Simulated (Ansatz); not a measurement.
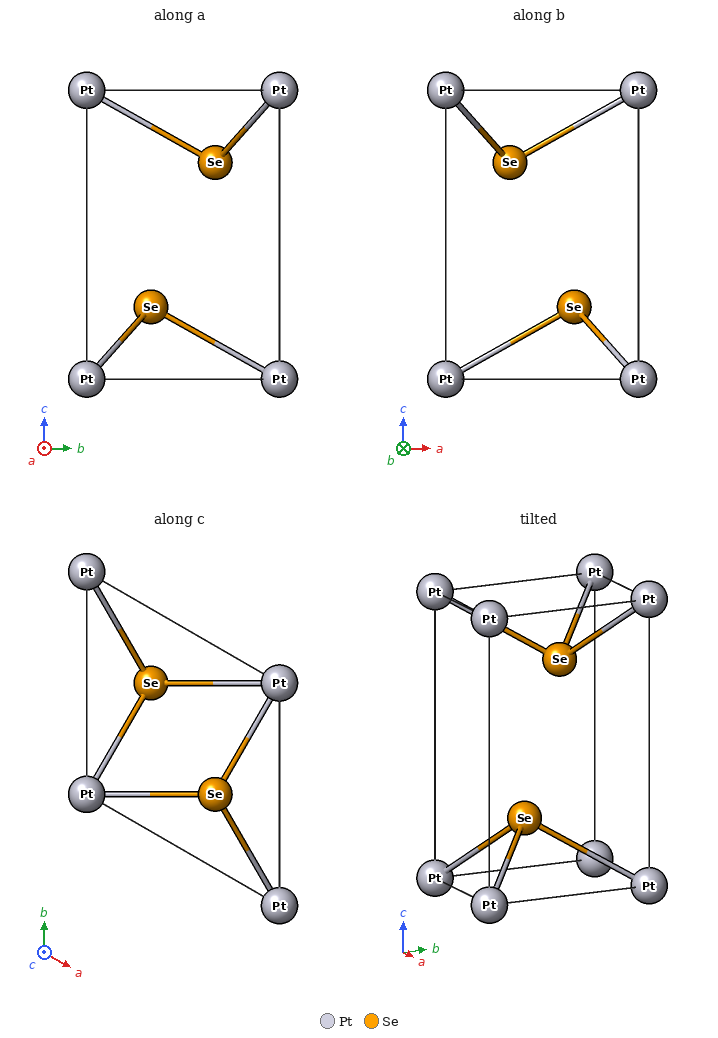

A ball-and-stick rendering, viewed along the a axis, along the b axis, along the c axis and slightly off an axis. The conventional unit cell is outlined; an atom on or near a face, edge or corner is repeated at each equivalent position.

Lattice parameters: a = 3.7951 Å, b = 3.7951 Å, c = 4.9222 Å, α = 90.000°, β = 90.000°, γ = 120.000°.

**Write down what is shown as a CIF in P1 with every atom of the cell.**

```cif
data_structure
_symmetry_space_group_name_H-M 'P 1'
_symmetry_Int_Tables_number 1
_cell_length_a 3.7951
_cell_length_b 3.7951
_cell_length_c 4.9222
_cell_angle_alpha 90.000
_cell_angle_beta 90.000
_cell_angle_gamma 120.000
_cell_volume 61.40
loop_
_atom_site_label
_atom_site_type_symbol
_atom_site_fract_x
_atom_site_fract_y
_atom_site_fract_z
_atom_site_occupancy
Pt1 Pt 0.0000 0.0000 0.0000 1
Se1 Se 0.6667 0.3333 0.2500 1
Se2 Se 0.3333 0.6667 0.7500 1
```

Where the cell comes from: a generated cell, made by putting these elements into a known structure type (the compound may or may not exist in this form). No relaxation was applied. Ansatz was used for an electronic-structure calculation on it.

At this level of theory the cell isn't at rest (compressed, at 4 GPa), so its distances can differ from those at equilibrium, the more so the softer the solid.
